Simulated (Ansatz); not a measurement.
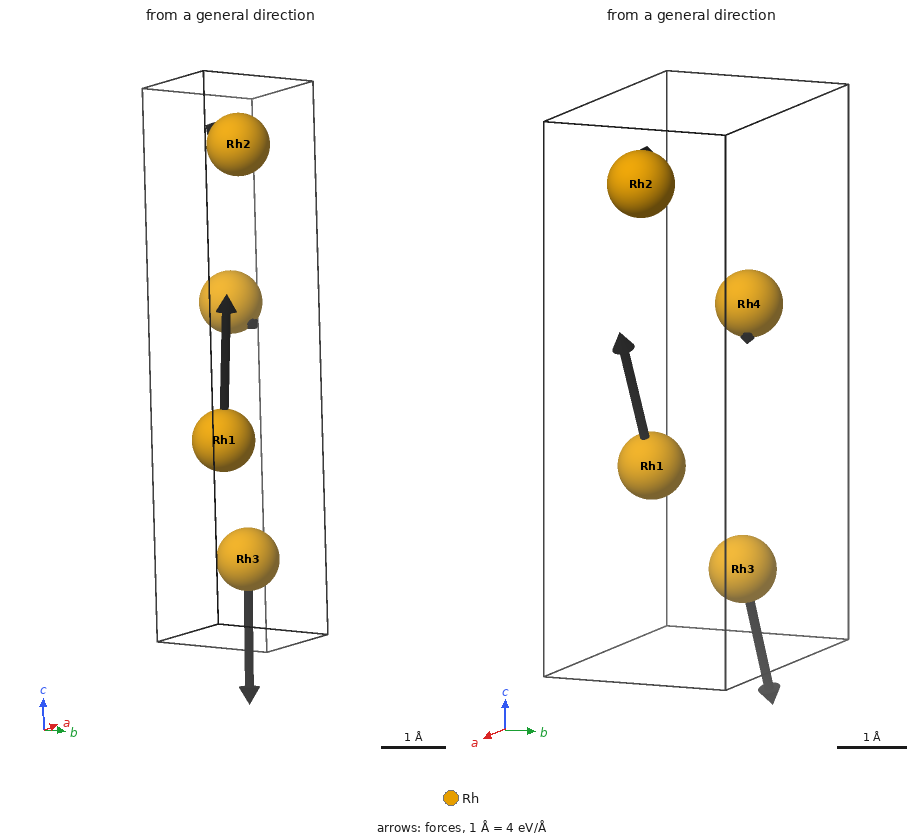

Spheres-only drawing of the structure, looking from two general directions. Atoms at the boundary of the simulation cell (the box) are drawn once for each face, edge or corner they touch. The arrows are the computed forces on the atoms.

System: Rh. The calculation used Ansatz 0.2.0, DFT r2SCAN, scalar-relativistic, plane waves, PAW, with cutoff 500 eV, Brillouin-zone sampling on a 12×12×4 mesh, Gaussian smearing of 0.15 eV, no spin polarisation.

Is the structure at rest?

Answer. No. The atoms still feel forces of up to about 7.4 eV/Å, far above a usual threshold of 0.01 to 0.03 eV/Å.

Name the atom under the greatest force.

Answer. Rh1 and Rh3, about 7.4 eV/Å.

Its origin is a structure listed in the Materials Project. The cell was then strained or its atoms displaced on purpose. It was the input of a calculation with Ansatz.
